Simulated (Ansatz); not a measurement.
System: SnSe2 (slab).

Input file:

```
crystal:
  lattice:
    - [7.6780971922, 0.0, 0.0]
    - [-3.8390485961, 6.6494272212, 0.0]
    - [0.0, 0.0, 23.4909039997]
  atoms:
    - { symbol: Se, position: [0.3333333333, 0.1666666667, 0.3405573494] }
    - { symbol: Se, position: [0.3333333333, 0.6666666667, 0.3405573494] }
    - { symbol: Se, position: [0.8333333333, 0.1666666667, 0.3405573494] }
    - { symbol: Se, position: [0.8333333333, 0.6666666667, 0.3405573494] }
    - { symbol: Sn, position: [8.87725e-05, -6.85524e-05, 0.4084569462] }
    - { symbol: Sn, position: [-5.33595e-05, 0.4998787068, 0.4083977661] }
    - { symbol: Sn, position: [0.499903282, -7.36244e-05, 0.4084599869] }
    - { symbol: Sn, position: [0.5001581993, 0.5002749052, 0.4084797533] }
    - { symbol: Se, position: [0.1668049981, 0.3332728289, 0.4762512484] }
    - { symbol: Se, position: [0.166304177, 0.8324987329, 0.4763643983] }
    - { symbol: Se, position: [0.6665102434, 0.3332513518, 0.4762669324] }
    - { symbol: Se, position: [0.6671702283, 0.834163614, 0.4763658169] }
basis:
  ecutwfc: 420
kpoints:
  mp_grid: { grid: [3, 3, 1] }
hamiltonian:
  xc: pbe
  dispersion: d3bj
scf:
  occupations: { method: gaussian, width: 0.05 }
output:
  forces: true
  eigenvalues: true
  write_density: true
  volumetric_format: npy
efield:
  axis: 3
  dipole_correction: true
  ramp_width: 0.04
```

Run with:

```sh
ansatz run input.yaml --threads 4 --pin off --max-ram 10240MiB --backend cpu --events-out ev --progress --plain --runs-dir out
```

Computed with Ansatz, DFT PBE+D3(BJ), scalar-relativistic, plane waves, PAW.

Q: What can the converged valence pseudo-density tell about the bonding?

A: Sn–Se (2.73 Å): ρ is about 0.38 e/Å³ halfway.

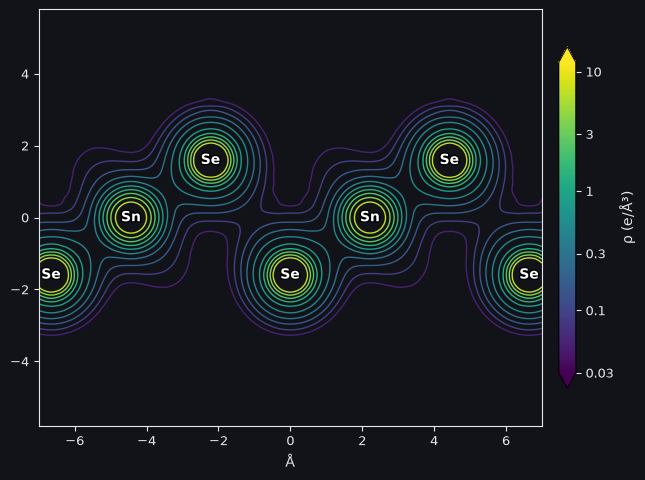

Computed valence pseudo-density on the (110) plane of the calculation cell, a cut from vacuum to vacuum. 

The density is the valence pseudo-density of a PAW calculation; it isn't the true density close to the nuclei.
